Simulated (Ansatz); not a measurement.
System: CrO2.

Space group Pnnm; the calculation finds a residual pressure of about −2 GPa at this fixed cell; spin-polarised. Net moment 4.0 μB in the 6-atom cell of the calculation; other magnetic orders weren't tried. Effective Hubbard U: 3.7 eV on Cr d. The cell comes from a database of computed structures, not from a measurement.

```
Cr O
1.0
     4.44805    0.00000    0.00000
     0.00000    4.52924    0.00000
     0.00000    0.00000    2.98596
Cr O
2 4
Direct
  0.50000 0.50000 0.50000
  0.00000 0.00000 0.00000
  0.79297 0.18982 0.50000
  0.20703 0.81018 0.50000
  0.70703 0.68982 0.00000
  0.29297 0.31018 0.00000
```

Method: DFT PBE+U, scalar-relativistic, plane waves, PAW in Ansatz 0.2.0.

Q: What makes up the frontier states of this crystal?

A: Only one spin has states at and just above the Fermi level: the calculation gives a half-metallic state.
The states at the Fermi level: O 2p (70 %) and Cr 3d (25 %) by Löwdin projection on a minimal orbital set; in space O about 70 % and Cr about 30 %.

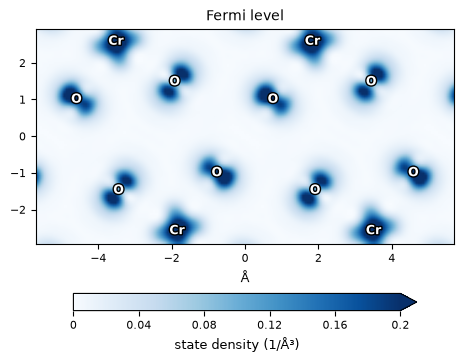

Computed densities of these states (window −0.25 to +0.25 eV about the Fermi level) on the (111) plane of the conventional cell.

In a PAW calculation such maps are meaningful between the atoms, not at the nuclei.

Run time: 17 s on 2 threads of Arm Neoverse V1, on a shared host, peak memory 0.59 GiB.
